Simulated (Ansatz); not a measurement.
# MoP: geometry relaxation (part 1 of 2)

- system: MoP (P-6m2, 2 atoms in the cell)
- method: DFT, LDA, PAW with Ansatz's default frozen-core files, scalar-relativistic, no spin polarisation (Ansatz 0.2.0)

The structure derives from a Materials Project entry. Its volume is 0.65 times that of the source entry. It belongs to a series of runs on one base structure; here: shape and atoms relaxed at 0.65 of the volume. Figures and captions count atoms from 1; the log counts them from 0 in places.

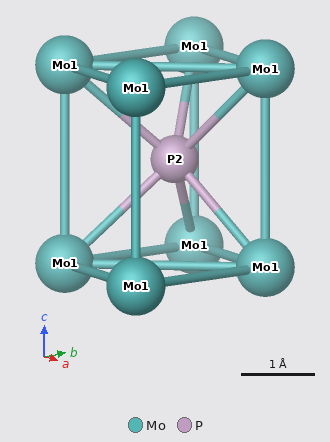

*The structure as given in the input (ball-and-stick view of the cell of the calculation, seen slightly off an axis; atoms are numbered from 1 in the order of the input).*

Near neighbours in the crystal (not all of them lie inside the picture): Mo has 8 Mo at 2.76 to 2.80 Å and 6 P at 2.13 Å; P has 6 Mo at 2.13 Å.

## Results in brief

| quantity | value |
| --- | --- |
| outcome | converged |
| space group (tolerance 0.01 Å) | P-6m2 (187) |
| electrons treated | 19 |
| free energy | −5565.9677 eV |
| Fermi energy | 27.845 eV |
| pressure | 217.73 GPa |
| final volume | 18.74 Å³ |
| largest force (length of the vector) at the end | under 0.001 eV/Å |
| final cell | a = 2.711 Å, b = 2.711 Å, c = 2.946 Å, α = 90.00°, β = 90.00°, γ = 120.00° |
| hardware | 1 thread of Arm Neoverse V1, 24 GiB of memory available, shared host |
| wall time | 16 s |
| peak memory | 0.33 GiB |

## Notes

The cell is under a pressure of 218 GPa at this level, so it is not at its equilibrium volume.

## Input
```yaml
crystal:
  lattice:
    - [2.8020713411, 0.0, 0.0]
    - [-1.4010356706, 2.4266649646, 0.0]
    - [0.0, 0.0, 2.7566143233]
  atoms:
    - { symbol: Mo, position: [0.0, 0.0, 0.0] }
    - { symbol: P, position: [0.3333333333, 0.6666666667, 0.5] }
kpoints:
  mp_grid: { grid: [13, 13, 11] }
scf:
  occupations: { method: fermi_dirac, width: 0.05 }
hamiltonian:
  xc: lda
  pseudopotentials: { kind: paw }
output:
  forces: true
  stress: true
relax:
  f_tol: 0.01
  max_steps: 30
  cell: { stress_tol: 0.29, fix: [volume] }
```

Launched with:
```bash
ansatz run input.yaml --threads 1 --pin off --max-ram 2048MiB --backend cpu --events-out ev --progress --plain --runs-dir out
```

## Log
```
Engine: ansatz 0.2.0, aarch64-unknown-linux-gnu
Pseudopotentials: kind: paw
Pseudopotential: Mo, paw, valence charge 14, recommended cutoff 420 eV (normal), Mo.paw.azcp
Pseudopotential: P, paw, valence charge 5, recommended cutoff 420 eV (normal), P.paw.azcp
Functional definition: SPW92
  exchange = slater_x
  correlation = pw_c
Crystal: 2 atoms, lattice volume = 18.744 Å³
Basis set: ecut = 420 eV, 393 PW (Γ)
Bands: 14, of which v1, the nominal top of the filled ones, is band 10 counted from 1 (9 counted from 0)
Symmetry: 12 space group operations
Space group: P-6m2 (ITA 187), of the structure as read, at distance tolerance 2.7e-5 Å
k-points: 126 of 1859 (time reversal used)
Non-local potential: Mo, projectors of the file, l = 0: 3, l = 1: 2, l = 2: 2, l = 3: 1
Non-local potential: P, projectors of the file, l = 0: 2, l = 1: 2, l = 2: 2
PAW form: soft (Blöchl's): semilocal exchange-correlation on the pseudo side does not see the compensation charge
PAW frozen core: Mo, regenerated for the run's functional, and the local potential with it (the file was generated under x = pbe(κ = 0.804, μ = 0.2195149727645171), c = pbe(β = 0.06672455060314922))
PAW frozen core: P, regenerated for the run's functional, and the local potential with it (the file was generated under x = pbe(κ = 0.804, μ = 0.2195149727645171), c = pbe(β = 0.06672455060314922))
PAW one-centre angular grid: Mo, 590 points (default); XC on 64 Gauss nodes
PAW one-centre angular grid: P, 110 points (default); XC on 64 Gauss nodes
Initial density: superposition of atomic densities (neutral atoms: chi_scale 0, normalization atom), corrected by the library's trained network
Initial wavefunctions: pseudopotential atomic-orbital guess
Functional: x = slater, c = lda
SCF iter   1: F=—  HF=-5565.764214 eV  |F-HF|=—  |Δ(HF+E_count)|=         —  Δρ=1.71e-2  dr2=3.20e-2  ethr=1.77e-3  ⟨swp⟩=5.9  Hψ=10780  notcnv=0
preconditioner: auto → none  [insulator: Δε(μ)=0.169 eV  Ē_g=12.377 eV  σ=0.050 eV  W_gap=0.62  n_scr=8 (ndim 8)  ℏωp=28.4 eV  f_vac=0.000  D(μ)=0.16/eV (n_scr^D=0)  ε∞_Penn≈6.3]
SCF iter   2: F=—  HF=-5565.758972 eV  |F-HF|=—  |Δ(HF+E_count)|=   5.24e-3  Δρ=7.28e-3  dr2=3.78e-3  ethr=1.68e-4  ⟨swp⟩=2.0  Hψ=3267  notcnv=0  defer=31
SCF iter   3: F=—  HF=-5565.759175 eV  |F-HF|=—  |Δ(HF+E_count)|=   2.03e-4  Δρ=1.19e-3  dr2=8.65e-5  ethr=1.99e-5  ⟨swp⟩=2.0  Hψ=2386  notcnv=0  defer=31
SCF iter   4: F=—  HF=-5565.759210 eV  |F-HF|=—  |Δ(HF+E_count)|=   3.44e-5  Δρ=8.02e-5  dr2=3.15e-7  ethr=4.55e-7  ⟨swp⟩=2.2  Hψ=2929  notcnv=0  defer=31
iter 5 did not close the SCF: its close was put off for the readings that it lacked (scf_convergence_deferred on its scf_iter line)
SCF iter   5: F=-5565.759210 eV  HF=-5565.759210 eV  |F-HF|=5.24e-9  |Δ(HF+E_count)|=   1.85e-7  Δρ=1.25e-5  dr2=1.62e-8  ethr=1.66e-9  ⟨swp⟩=2.0  Hψ=2946  notcnv=0  defer=31
SCF iter   6: F=-5565.759210 eV  HF=-5565.759210 eV  |F-HF|=4.46e-10  |Δ(HF+E_count)|=  1.82e-12  Δρ=1.71e-6  dr2=5.87e-10  ethr=8.54e-11  ⟨swp⟩=2.0  Hψ=6127  notcnv=0
SCF 1 converged in 6 iterations: F = -5565.759210 eV  dr2 = 5.87e-10
  greatest PAW one-centre occupation: 1.000 electrons in one spin orbital (limit 2), on the Mo atom at site 0 (counted from 0), in its partial waves of l = 0
relax step   1: F+E_penalty+E_count = -5565.75920972 eV  Δ(F+E_penalty+E_count) = +0.000e0 eV  max|allowed force component| = 8.327e-17 eV/Å  Δτ_max = 0.0000 Å  P = +228.365 GPa  Ω = 18.744 Å³  fix = [volume]  reactions: volume +228.365 GPa  (6 SCF iters, dr2 threshold 1.00e-7 eV, accepted)
Basis set: ecut = 420 eV, 363 PW (Γ)
Initial density: handed on by an earlier stage of this run
Initial wavefunctions: those handed on with the density
iter 1 solved again at ethr=1.15e-4 eV; its pass at ethr=3.10e-3 eV (dr2=2.18e-2 eV) is discarded
SCF iter   1: F=—  HF=-5565.962475 eV  |F-HF|=—  |Δ(HF+E_count)|=         —  Δρ=1.18e-2  dr2=2.23e-2  ethr=1.15e-4  ⟨swp⟩=1.0  Hψ=12977  notcnv=0
preconditioner: auto → none  [metal: Δε(μ)=0.039 eV  Ē_g=12.288 eV  σ=0.050 eV  W_gap=0.19  n_scr=8 (ndim 8)  ℏωp=28.4 eV  f_vac=0.000  D(μ)=0.47/eV (n_scr^D=0)]
SCF iter   2: F=—  HF=-5565.953934 eV  |F-HF|=—  |Δ(HF+E_count)|=   8.54e-3  Δρ=3.93e-3  dr2=1.40e-3  ethr=1.15e-4  ⟨swp⟩=2.4  Hψ=3101  notcnv=0
SCF iter   3: F=—  HF=-5565.953564 eV  |F-HF|=—  |Δ(HF+E_count)|=   3.70e-4  Δρ=1.01e-3  dr2=6.25e-5  ethr=7.37e-6  ⟨swp⟩=2.5  Hψ=2730  notcnv=0
SCF iter   4: F=—  HF=-5565.953557 eV  |F-HF|=—  |Δ(HF+E_count)|=   6.90e-6  Δρ=5.75e-5  dr2=1.77e-7  ethr=3.29e-7  ⟨swp⟩=1.0  Hψ=1764  notcnv=0
iter 5 did not close the SCF: its close was put off for the readings that it lacked (scf_convergence_deferred on its scf_iter line)
SCF iter   5: F=-5565.953557 eV  HF=-5565.953557 eV  |F-HF|=3.99e-9  |Δ(HF+E_count)|=   3.53e-9  Δρ=1.01e-5  dr2=8.70e-9  ethr=9.30e-10  ⟨swp⟩=2.2  Hψ=2863  notcnv=0
SCF iter   6: F=-5565.953557 eV  HF=-5565.953557 eV  |F-HF|=4.37e-11  |Δ(HF+E_count)|=   1.85e-9  Δρ=2.28e-6  dr2=2.46e-10  ethr=4.58e-11  ⟨swp⟩=1.5  Hψ=5359  notcnv=0
SCF 2 converged in 6 iterations: F = -5565.953557 eV  dr2 = 2.46e-10
  greatest PAW one-centre occupation: 0.999 electrons in one spin orbital (limit 2), on the Mo atom at site 0 (counted from 0), in its partial waves of l = 0
relax step   2: F+E_penalty+E_count = -5565.95355689 eV  Δ(F+E_penalty+E_count) = -1.943e-1 eV  max|allowed force component| = 5.551e-17 eV/Å  Δτ_max = 0.0000 Å  P = +220.305 GPa  Ω = 18.744 Å³  energy of the carried Pulay correction = -1.373e-5 eV  fix = [volume]  reactions: volume +220.305 GPa  (6 SCF iters, dr2 threshold 2.00e-7 eV, accepted)
iter 1 solved again at ethr=6.14e-6 eV; its pass at ethr=3.10e-3 eV (dr2=1.17e-3 eV) is discarded
SCF iter   1: F=—  HF=-5565.966431 eV  |F-HF|=—  |Δ(HF+E_count)|=         —  Δρ=2.95e-3  dr2=1.20e-3  ethr=6.14e-6  ⟨swp⟩=1.4  Hψ=11773  notcnv=0
preconditioner: auto → none  [metal: Δε(μ)=0.065 eV  Ē_g=12.247 eV  σ=0.050 eV  W_gap=0.31  n_scr=8 (ndim 8)  ℏωp=28.4 eV  f_vac=0.000  D(μ)=0.41/eV (n_scr^D=0)]
SCF iter   2: F=—  HF=-5565.966004 eV  |F-HF|=—  |Δ(HF+E_count)|=   4.27e-4  Δρ=1.11e-3  dr2=9.81e-5  ethr=6.14e-6  ⟨swp⟩=2.6  Hψ=2755  notcnv=0
SCF iter   3: F=—  HF=-5565.965981 eV  |F-HF|=—  |Δ(HF+E_count)|=   2.29e-5  Δρ=2.73e-4  dr2=4.34e-6  ethr=5.16e-7  ⟨swp⟩=2.0  Hψ=2438  notcnv=0
iter 4 did not close the SCF: its close was put off for the readings that it lacked (scf_convergence_deferred on its scf_iter line)
SCF iter   4: F=-5565.965981 eV  HF=-5565.965981 eV  |F-HF|=1.13e-9  |Δ(HF+E_count)|=   6.13e-7  Δρ=1.32e-5  dr2=9.30e-9  ethr=2.29e-8  ⟨swp⟩=1.1  Hψ=1788  notcnv=0
iter 5 did not close the SCF: its close was put off for the readings that it lacked (scf_convergence_deferred on its scf_iter line)
SCF iter   5: F=-5565.965981 eV  HF=-5565.965981 eV  |F-HF|=8.19e-11  |Δ(HF+E_count)|=   4.94e-9  Δρ=2.53e-6  dr2=3.58e-10  ethr=4.89e-11  ⟨swp⟩=2.1  Hψ=2925  notcnv=0
SCF iter   6: F=-5565.965981 eV  HF=-5565.965981 eV  |F-HF|=4.73e-11  |Δ(HF+E_count)|=  2.55e-11  Δρ=5.67e-7  dr2=5.65e-11  ethr=1.89e-12  ⟨swp⟩=1.0  Hψ=5080  notcnv=0
SCF 3 converged in 6 iterations: F = -5565.965981 eV  dr2 = 5.65e-11
relax step   3: F+E_penalty+E_count = -5565.96598059 eV  Δ(F+E_penalty+E_count) = -1.242e-2 eV  max|allowed force component| = 7.864e-17 eV/Å  Δτ_max = 0.0000 Å  P = +218.380 GPa  Ω = 18.744 Å³  energy of the carried Pulay correction = -1.768e-5 eV  fix = [volume]  reactions: volume +218.380 GPa  (6 SCF iters, dr2 threshold 2.00e-7 eV, accepted)
iter 1 solved again at ethr=6.50e-7 eV; its pass at ethr=3.10e-3 eV (dr2=1.23e-4 eV) is discarded
SCF iter   1: F=—  HF=-5565.967106 eV  |F-HF|=—  |Δ(HF+E_count)|=         —  Δρ=1.07e-3  dr2=1.63e-4  ethr=6.50e-7  ⟨swp⟩=2.4  Hψ=11643  notcnv=0
preconditioner: auto → none  [insulator: Δε(μ)=0.138 eV  Ē_g=12.231 eV  σ=0.050 eV  W_gap=0.60  n_scr=8 (ndim 8)  ℏωp=28.4 eV  f_vac=0.000  D(μ)=0.35/eV (n_scr^D=0)  ε∞_Penn≈6.4]
SCF iter   2: F=—  HF=-5565.967048 eV  |F-HF|=—  |Δ(HF+E_count)|=   5.82e-5  Δρ=3.93e-4  dr2=1.26e-5  ethr=6.50e-7  ⟨swp⟩=2.2  Hψ=2561  notcnv=0
SCF iter   3: F=—  HF=-5565.967045 eV  |F-HF|=—  |Δ(HF+E_count)|=   3.13e-6  Δρ=9.72e-5  dr2=5.44e-7  ethr=6.63e-8  ⟨swp⟩=2.2  Hψ=2648  notcnv=0
iter 4 did not close the SCF: its close was put off for the readings that it lacked (scf_convergence_deferred on its scf_iter line)
SCF iter   4: F=-5565.967045 eV  HF=-5565.967045 eV  |F-HF|=5.38e-10  |Δ(HF+E_count)|=   7.91e-8  Δρ=5.13e-6  dr2=1.63e-9  ethr=2.86e-9  ⟨swp⟩=1.0  Hψ=1777  notcnv=0
iter 5 did not close the SCF: its close was put off for the readings that it lacked (scf_convergence_deferred on its scf_iter line)
SCF iter   5: F=-5565.967045 eV  HF=-5565.967045 eV  |F-HF|=3.64e-11  |Δ(HF+E_count)|=  6.29e-10  Δρ=9.69e-7  dr2=7.71e-11  ethr=8.56e-12  ⟨swp⟩=2.2  Hψ=2915  notcnv=0
SCF iter   6: F=-5565.967045 eV  HF=-5565.967045 eV  |F-HF|=9.09e-13  |Δ(HF+E_count)|=  1.64e-11  Δρ=2.42e-7  dr2=2.65e-12  ethr=1.00e-12  ⟨swp⟩=1.0  Hψ=4749  notcnv=0
SCF 4 converged in 6 iterations: F = -5565.967045 eV  dr2 = 2.65e-12
relax step   4: F+E_penalty+E_count = -5565.96704457 eV  Δ(F+E_penalty+E_count) = -1.064e-3 eV  max|allowed force component| = 6.939e-17 eV/Å  Δτ_max = 0.0000 Å  P = +217.680 GPa  Ω = 18.744 Å³  energy of the carried Pulay correction = -1.913e-5 eV  fix = [volume]  reactions: volume +217.680 GPa  (6 SCF iters, dr2 threshold 2.00e-7 eV, accepted)
Initial wavefunctions: pseudopotential atomic-orbital guess (no wavefunctions were taken with the density)
iter 1 solved again at ethr=7.26e-8 eV; its pass at ethr=3.10e-3 eV (dr2=1.38e-5 eV) is discarded
```
